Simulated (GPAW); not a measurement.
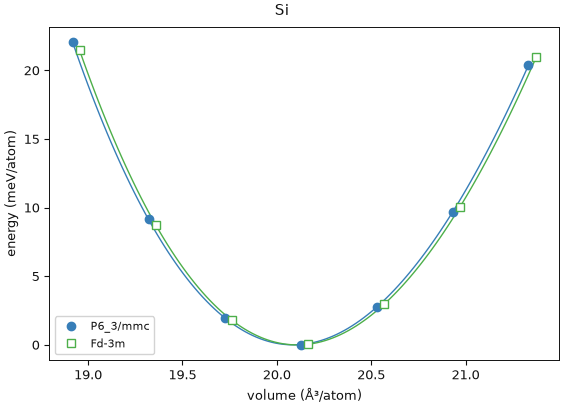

The picture above shows the energy against volume, with one curve for each structure, for Si. Each energy curve has its own zero, so the curves don't rank the structures.

How it was computed, with GPAW 26.7.0: PAW DFT in plane waves, on a grid or in atomic orbitals, no spin polarisation; energies at scaled volumes of the given cell, shape and fractions fixed, counted from the fit's minimum, third-order Birch-Murnaghan fit. Level: PBEsol.

occupations Fermi–Dirac; smearing width 0.05 eV; potentials PAW data sets made by gpaw setup for the functional; wave cutoff 600 eV.

Settings that differ: P6_3/mmc: k mesh 8×8×4; Fd-3m: k mesh 8×8×8.

Give the values behind the plot as a table.

P6_3/mmc:
```tsv
volume (Å³/atom)	energy (meV/atom)
18.92	22.07
19.32	9.15
19.72	1.98
20.13	0.02
20.53	2.74
20.93	9.66
21.33	20.37
```

Fd-3m:
```tsv
volume (Å³/atom)	energy (meV/atom)
18.95	21.47
19.36	8.76
19.76	1.80
20.16	0.04
20.57	2.96
20.97	10.07
21.37	20.97
```

Keep in mind: shape and atomic fractions are frozen while scaling, which makes layered, chain and framework solids too stiff.
